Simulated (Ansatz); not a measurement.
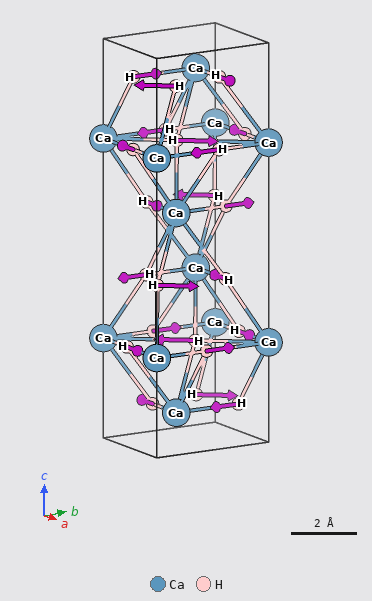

This is a relaxation of a crystal of CaH3 (set up in R-3c). The starting structure is drawn; purple arrows show the displacements (the part carried along by the change of the cell is left out), magnified 5 times.

Style: ball-and-stick. Shown: the conventional cell (3 times the calculation's cell), slightly off an axis. Lengths and directions refer to the drawn axes.

Case: 2 of 2 Li taken out, relaxed.

All numbers below come from Ansatz 0.2.0, DFT PBE, scalar-relativistic, plane waves, PAW.

The input:
```yaml
crystal:
  lattice:
    - [2.6093300644, 1.5064974151, 4.1538805418]
    - [-2.6093300644, 1.5064974151, 4.1538805418]
    - [0.0, -3.0129948302, 4.1538805418]
  atoms:
    - { symbol: Ca, position: [0.25, 0.25, 0.25] }
    - { symbol: Ca, position: [0.75, 0.75, 0.75] }
    - { symbol: H, position: [0.6945292937, 0.8054707063, 0.25] }
    - { symbol: H, position: [0.25, 0.6945292937, 0.8054707063] }
    - { symbol: H, position: [0.8054707063, 0.25, 0.6945292937] }
    - { symbol: H, position: [0.75, 0.3054707063, 0.1945292937] }
    - { symbol: H, position: [0.1945292937, 0.75, 0.3054707063] }
    - { symbol: H, position: [0.3054707063, 0.1945292937, 0.75] }
basis:
  ecutwfc: 420
kpoints:
  mp_grid: { grid: [6, 6, 6] }
hamiltonian:
  xc: pbe
scf:
  occupations: { method: gaussian, width: 0.1 }
output:
  forces: true
  stress: true
  eigenvalues: true
relax:
  adjacent_minimum: "off"
  f_tol: 0.025
  max_steps: 70
  cell: { stress_tol: 0.12 }
```

Launched with:
```bash
ansatz run input.yaml --threads 2 --pin off --max-ram 5120MiB --backend cpu --events-out ev --progress --plain --runs-dir out
```

Atoms of which element are displaced furthest, and by how much?

Hydrogen: up to 0.27 Å, against 0.00 Å for calcium.

Describe the change and its energy.

The largest moves relative to the cell, 0.27 Å, are those of H3, H4, H5, H6, H7 and H8. H8 goes along −a. Ca stays in place. Cell: a = b 5.219 → 4.828 Å (−7.5 %), c 12.462 → 11.821 Å (−5.1 %). Volume −18.8 %. Near-neighbour distances that change, for instance: Ca1–H3 2.899 → 2.414 Å, Ca1–Ca2 3.659 → 3.413 Å, Ca1–H6 2.582 → 2.413 Å, Ca1–H3 (another image) 2.320 → 2.414 Å. Among the angles between lasting bonds that change: Ca2–H5–Ca2 167.1° → 180.0°, Ca1–H5–Ca2 96.4° → 90.0°. The space group (tolerance 0.01 Å) goes from R-3c (No. 167) to Pm-3m (No. 221). Over 4 accepted moves (5 points after the start) the energy falls by 87.1 meV per atom. Largest force component: 0.29 eV/Å at the start, under 0.0001 eV/Å at the end. Pressure: −5.11 GPa at the start and −0.10 GPa at the end. The SCF was repeated once at an unchanged geometry on a basis and grid sized afresh for the cell, which shifted the energy by 1.0 meV per atom at most. The run took 12 s on 2 threads of Arm Neoverse V2, on a shared host, peak memory 0.38 GiB.
